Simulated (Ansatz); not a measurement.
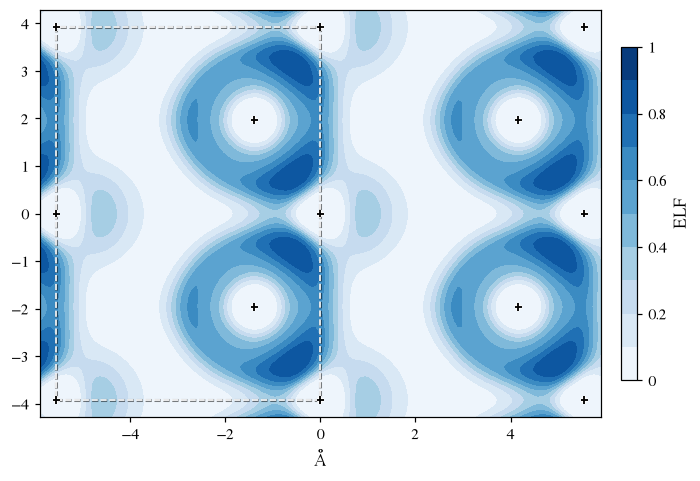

The ELF on a plane through atoms (crosses mark nuclei in the plane).

All numbers below come from DFT LDA, scalar-relativistic, plane waves, PAW (Ansatz 0.2.0).

Candidates:
A. BeTe, a = 5.55 Å, b = 5.55 Å, c = 5.55 Å, α = 90.00°, β = 90.00°, γ = 90.00°. Space group F-43m.
B. AgCl, a = 5.35 Å, b = 5.35 Å, c = 5.35 Å, α = 90.00°, β = 90.00°, γ = 90.00°. Space group Fm-3m.
C. MgSe, a = 4.87 Å, b = 4.87 Å, c = 4.87 Å, α = 90.00°, β = 90.00°, γ = 90.00°. Space group Fm-3m; computed pressure about 40 GPa in this cell.

> Which system is this?

Candidate A: BeTe on the (011) plane of the conventional cell, which holds Be and Te. Be–Te (2.41 Å): the ELF peaks at about 0.90 between the atoms; a shared electron pair.
